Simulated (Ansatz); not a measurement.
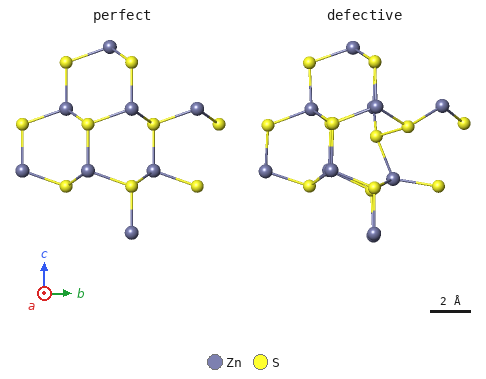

Left: perfect ZnS. Right: the same region with one point defect, after relaxing the atoms in a supercell of 32 sites. The picture is a ball-and-stick view of the atoms within 5.4 Å of one point, in a slice 5.0 Å thick across the line of sight, seen along the a axis.

Method: DFT PBE, scalar-relativistic, plane waves, PAW in Ansatz 0.2.0. Set-up: plane-wave cutoff 420 eV; k-point mesh 2 × 2 × 2; occupations gaussian; smearing width 0.01 eV; no spin polarisation. The cell is small and the k-mesh coarse, so the numbers are rough. The axes drawn are those of the host's conventional cell.

> Which defect is it?

An extra sulfur atom is put between the host's atoms (an interstitial).

The charge state of the cell is 0.

> How does the lattice respond?

The S atom starts with 4 S at 2.47 to 2.93 Å, 4 Zn at 2.49 to 2.89 Å around its place and ends with 1 S at 2.07 Å, 2 Zn at 2.27 to 2.33 Å. Of the host's atoms, a sulfur atom moves furthest from its site, by 1.16 Å. The S atom itself moves 1.27 Å from where it was put.
